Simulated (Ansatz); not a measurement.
Band edges of CdF2 (Fm-3m).

The calculation's input:

```yaml
crystal:
  lattice:
    - [0.0, 2.694, 2.694]
    - [2.694, 0.0, 2.694]
    - [2.694, 2.694, 0.0]
  atoms:
    - { symbol: Cd, position: [0.0, 0.0, 0.0] }
    - { symbol: F, position: [0.25, 0.25, 0.25] }
    - { symbol: F, position: [0.75, 0.75, 0.75] }
basis:
  ecutwfc: 420
kpoints:
  mp_grid: { grid: [12, 12, 12] }
hamiltonian:
  xc: pbe
scf:
  occupations: { method: gaussian, width: 0.05 }
output:
  forces: true
  eigenvalues: true
  eigenstates:
    nscf_kmesh: { grid: [34, 34, 34] }
    top_band: c6
    de_dk: true
    localisation: true
  stress: true
checkpoint:
  write: ck
  compress: false
  write_wavefunctions: false
  write_every: 100000
```

Run with:

```sh
ansatz run input.yaml --threads 1 --pin off --max-ram 3072MiB --backend cpu --events-out ev --progress --plain --runs-dir out
```

All numbers here come from DFT PBE, scalar-relativistic, plane waves, PAW; levels and slopes on a dense k mesh at the converged density in Ansatz 0.2.0. No spin polarisation. The levels come from a k mesh of 34×34×34 points. The geometry was not relaxed (residual pressure 5 GPa).

Masses come from a second pass at points close to the extrema; at the energies drawn a band may no longer be parabolic.

The gap is indirect, 3.10 eV at this level of theory (semilocal functionals give gaps that are too small, and can reorder valleys that lie close).

Valence band: six equivalent maxima at W, principal masses 2.11, 2.11 and 6.96 mₑ. Band 17 forms the valence edge; band 16 begins 0.09 eV lower (at X).
Conduction band: one minimum at Γ, mass 0.38 mₑ in all directions. Band 18 forms the conduction edge.

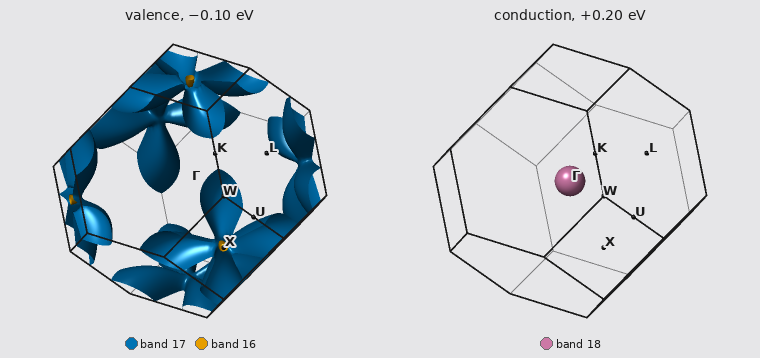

Constant-energy surfaces near the two band edges, measured from each edge.

Where one band's surface lies inside another's, the outer one hides all or part of it.

Spin-orbit coupling, left out here, can change the gap, its kind, the place of the band edges and the masses, since the compound holds Cd.
